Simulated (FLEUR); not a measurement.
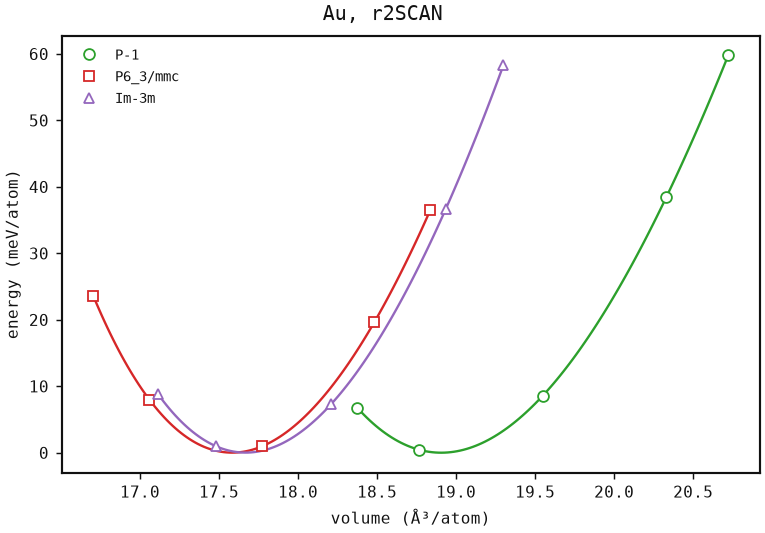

Figure. Energy against volume, with one curve for each structure, for Au. Each energy curve has its own zero, so the curves don't rank the structures.

Settings that differ: P-1: k mesh 10×10×6; P6_3/mmc: k mesh 11×11×6; Im-3m: k mesh 11×11×11.

The fitted equilibrium volumes, smallest first, are P6_3/mmc 17.583, Im-3m 17.669, P-1 18.906 Å³/atom. The fitted bulk moduli, smallest first, are P-1 136.0, Im-3m 151.0, P6_3/mmc 153.2 GPa.

How it was computed, with FLEUR MaX-R8.1 (later development tree): all-electron LAPW DFT, no spin polarisation; energies at scaled volumes of the given cell, shape and fractions fixed, counted from the fit's minimum, third-order Birch-Murnaghan fit. Level: r2SCAN.

- occupations: Fermi–Dirac
- smearing width: 0.05 eV
- potentials: all electron

Limits of the calculation: spin-orbit coupling left out, heavy elements; shape and atomic fractions are frozen while scaling, which makes layered, chain and framework solids too stiff.
